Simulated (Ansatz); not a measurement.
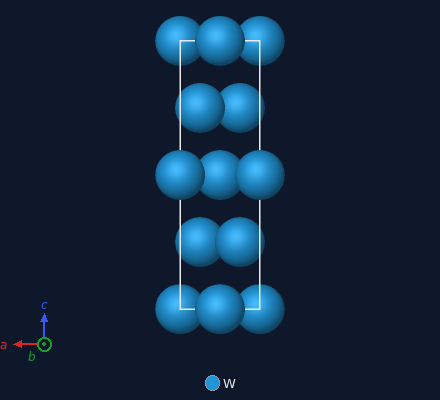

W (Fddd, No. 70): the end point of a relaxation with DFT, r2SCAN, plane waves (500 eV) with PAW, scalar-relativistic (Ansatz); the starting structure was generated, so it need not be a known form of this composition.

```
CELL_PARAMETERS angstrom
2.67776 0.00000 0.00000
0.00000 5.38682 0.00000
0.00000 0.00000 9.00658
ATOMIC_POSITIONS crystal
W 0.25000 0.25000 0.75000
W 0.50000 0.00000 0.00000
W 0.25000 0.75000 0.25000
W 0.50000 0.50000 0.50000
W 0.75000 0.25000 0.25000
W 0.00000 0.00000 0.50000
W 0.75000 0.75000 0.75000
W 0.00000 0.50000 0.00000
```

**What will a Z-contrast image along [010] show? Simulated incoherent Z contrast: every atom adds Z^1.8 spread by a probe of 0.86 Å full width; channelling and multiple scattering are left out. The display is stretched by a gamma of 0.65; percentages refer to the linear signal. Shot noise was added.**

The columns repeat on a centred rectangular net of 1.34 × 4.50 Å (plane group c2mm). All columns are alike (W). The shortest distance between visible columns is 1.34 Å in projection. Along the beam the structure repeats every 5.39 Å.

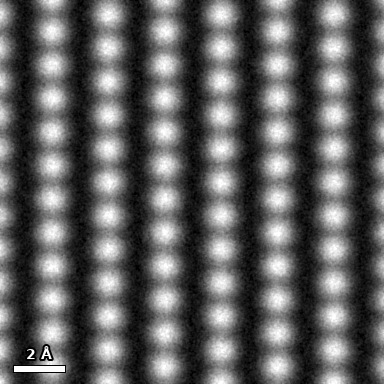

The simulated image.
